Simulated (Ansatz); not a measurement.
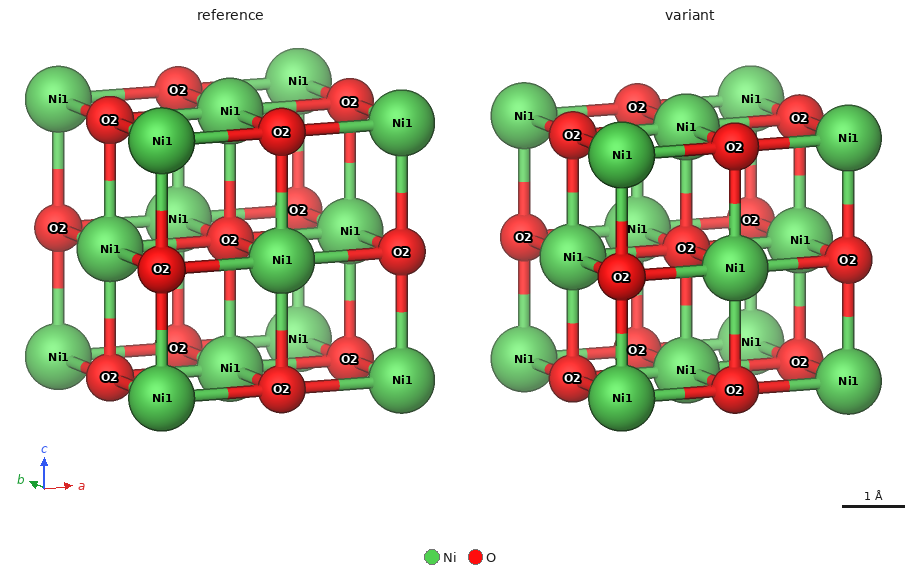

Left: solid NiO (set up in Fm-3m). Right: the same structure after one change, at the same scale. The picture is a ball-and-stick view of the conventional cell (4 times the calculation's cell), seen slightly off an axis. Lengths and directions refer to the drawn axes.

Computed with Ansatz 0.2.0, DFT PBE, scalar-relativistic, plane waves, PAW. Settings: plane-wave cutoff 420 eV; k-point mesh 18 × 18 × 18; occupations gaussian; smearing width 0.1 eV; collinear spin.

The crystal is put under a hydrostatic pressure of 40 GPa. Cell and atoms are relaxed at that pressure.

### And its effect?

Energy change: +160 meV per atom. Pressure: 0.0 GPa before, 40.0 GPa after. The absolute magnetisation per cell goes from 1.81 to 1.15 μB (net moment 1.81 and 1.15 μB). Cell: a = b = c 4.216 → 3.983 Å (−5.5 %). Volume −15.7 %. The atoms keep their places relative to the cell (all moves are under 0.005 Å). Near-neighbour distances before and after: Ni–O 2.108 → 1.992 Å. The space group stays Fm-3m (No. 225).
